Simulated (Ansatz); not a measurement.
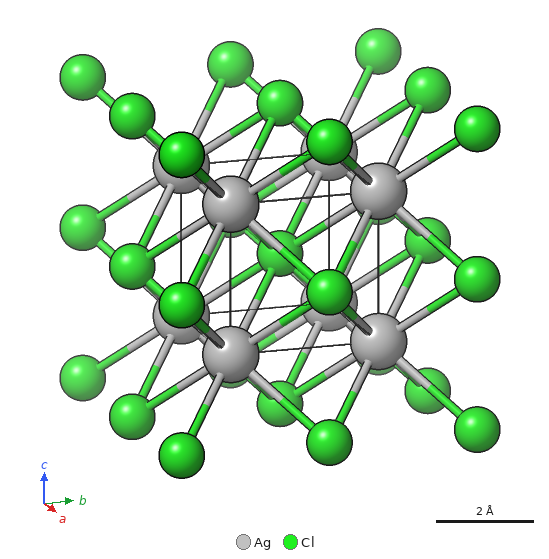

View slightly off an axis, drawn as a ball-and-stick model. Thin lines show the conventional unit cell, with boundary atoms drawn in all their periodic places. Every bond is drawn to its end, so some atoms lie outside the box.

AgCl, caesium chloride (CsCl, B2) type, space group Pm-3m (No. 221), a = 3.226 Å, b = 3.226 Å, c = 3.226 Å, α = 90.00°, β = 90.00°, γ = 90.00°. Source of the structure: a structure type filled with these elements by a generator (whether the compound takes this form wasn't checked). The cell was then strained or its atoms displaced on purpose. It was the input of a calculation with Ansatz.

This one geometry was computed with Ansatz (DFT, plane waves, PAW) at three levels of theory: r2SCAN, HSE06 and PBE. It was relaxed with r2SCAN and then strained.

How does the band gap change with the level of theory?

Answer. PBE: a gap of 0.71 eV, indirect; r2SCAN: a gap of 1.40 eV, indirect; HSE06: a gap of 2.16 eV, indirect.

Collect the results in a table.

Answer.
| level | cutoff (eV) | k-mesh of the run's cell | gap (eV) | pressure (GPa) |
| --- | --- | --- | --- | --- |
| r2SCAN | 500 | 8×8×8 | 1.40 | 13.0 |
| HSE06 | 420 | 6×6×6 | 2.16 | 13.7 |
| PBE | 420 | 8×8×8 | 0.71 | 14.3 |

Gaps are taken on the k-mesh or band path of each run.
